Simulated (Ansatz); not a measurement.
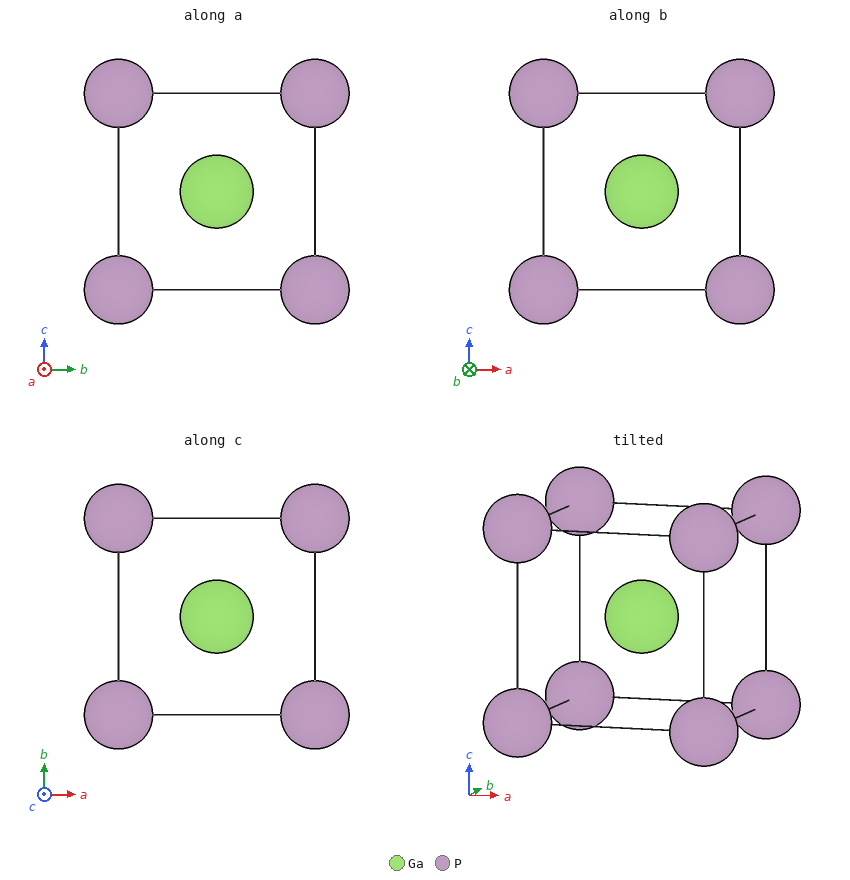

View along the a axis, along the b axis, along the c axis and slightly off an axis, drawn as a spheres-only model. The parallelepiped is the conventional unit cell.

Lattice parameters: a = 3.216 Å, b = 3.216 Å, c = 3.216 Å, α = 90.00°, β = 90.00°, γ = 90.00°. Put a along x and b in the xy plane.

### Put the structure into a POSCAR file.

```
Ga P
1.0
     3.216    0.000    0.000
     0.000    3.216    0.000
     0.000    0.000    3.216
Ga P
1 1
Direct
  0.5000 0.5000 0.5000
  0.0000 0.0000 0.0000
```

Provenance: a random cell made by a generator, so it need not be a real form of the compound. It was relaxed with Ansatz 0.2.0, DFT PBE, scalar-relativistic, plane waves, PAW.
